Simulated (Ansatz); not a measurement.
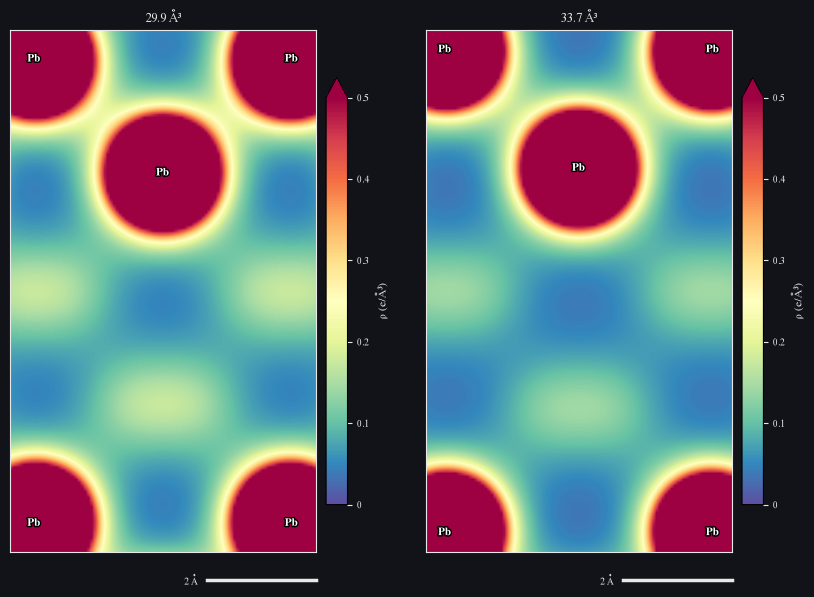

Pb. The valence pseudo-density of cells scaled evenly to different volumes (given per atom above each panel), on the (110) plane of each (indices in the axes of the cell below), at one length scale and on one colour scale.

A generated structure, not necessarily the stable one.

All numbers below come from DFT, PBEsol, plane waves (420 eV) with PAW, scalar-relativistic (Ansatz 0.2.0).

The largest cell:

```
CELL_PARAMETERS angstrom
-3.14308 3.09151 1.69400
3.09151 -3.14308 1.69400
3.21783 3.21783 -1.78843
ATOMIC_POSITIONS crystal
Pb 0.99768 0.00232 0.00000
Pb 0.75232 0.24768 0.50000
```

| volume (Å³/atom) | Pb–Pb contact in the plane (Å) | ρ at its midpoint (e/Å³) | pressure (GPa) | 
| --- | --- | --- | --- |
| 29.95 | 3.139 | 0.218 | 2.0 | 
| 32.45 | 3.224 | ? | ? | 
| 33.70 | 3.264 | 0.179 | −2.8 | 

> What values belong in the row with question marks?

Over the known rows ln ρ falls by 1.58 per Å of Pb–Pb distance (the line through the two), which gives 0.191 e/Å³ at 3.224 Å; the calculation gives 0.191 e/Å³. For the pressure, a straight line in volume between the neighbouring rows gives −1.2 GPa; the calculation gives −1.5.
